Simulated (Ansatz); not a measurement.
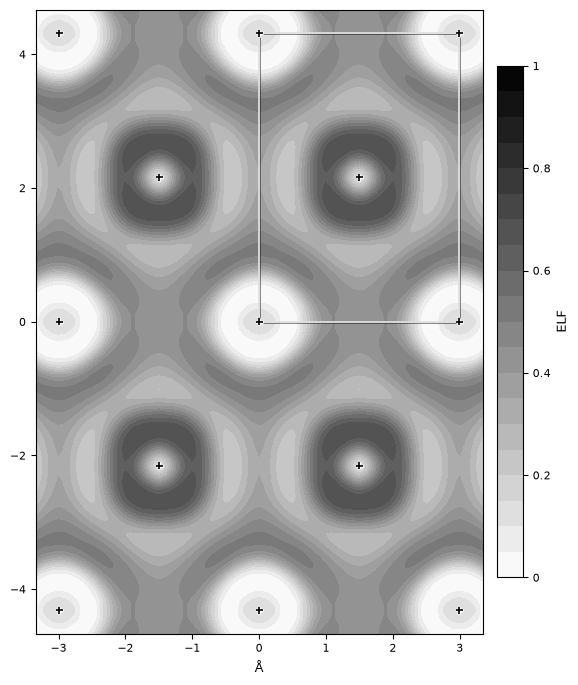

The electron localisation function on a plane through atoms (crosses mark nuclei in the plane).

Level of theory: DFT, PBEsol, PAW with Ansatz's default frozen-core files, scalar-relativistic in Ansatz 0.2.0.

Candidates:
A. AgCl, a = 3.74 Å, b = 11.11 Å, c = 3.96 Å, α = 90.00°, β = 90.00°, γ = 90.00°. Space group Cmcm; a structure from a database of computed crystals, not necessarily the ambient phase; changed on purpose from its base cell (zz strain of +1 %, PAW files); computed pressure about −3 GPa in this cell.
B. Ti, a = 3.24 Å, b = 3.24 Å, c = 3.24 Å, α = 90.00°, β = 90.00°, γ = 90.00°. Space group Im-3m; computed pressure about −3 GPa in this cell; computed without spin polarisation.
C. AlRu, a = 3.05 Å, b = 3.05 Å, c = 2.99 Å, α = 90.00°, β = 90.00°, γ = 90.00°. Space group P4/mmm; changed on purpose from its base cell (equal xx and yy strain of +2 %, PAW files); computed pressure about −11 GPa in this cell; computed without spin polarisation.

**Which candidate gave the map?**

Candidate C: AlRu on the (11̄0) plane of the conventional cell, which holds Al and Ru. Al–Ru (2.63 Å): the ELF is about 0.40 at the midpoint. Ru–Ru (2.99 Å): the ELF is about 0.35 at the midpoint.
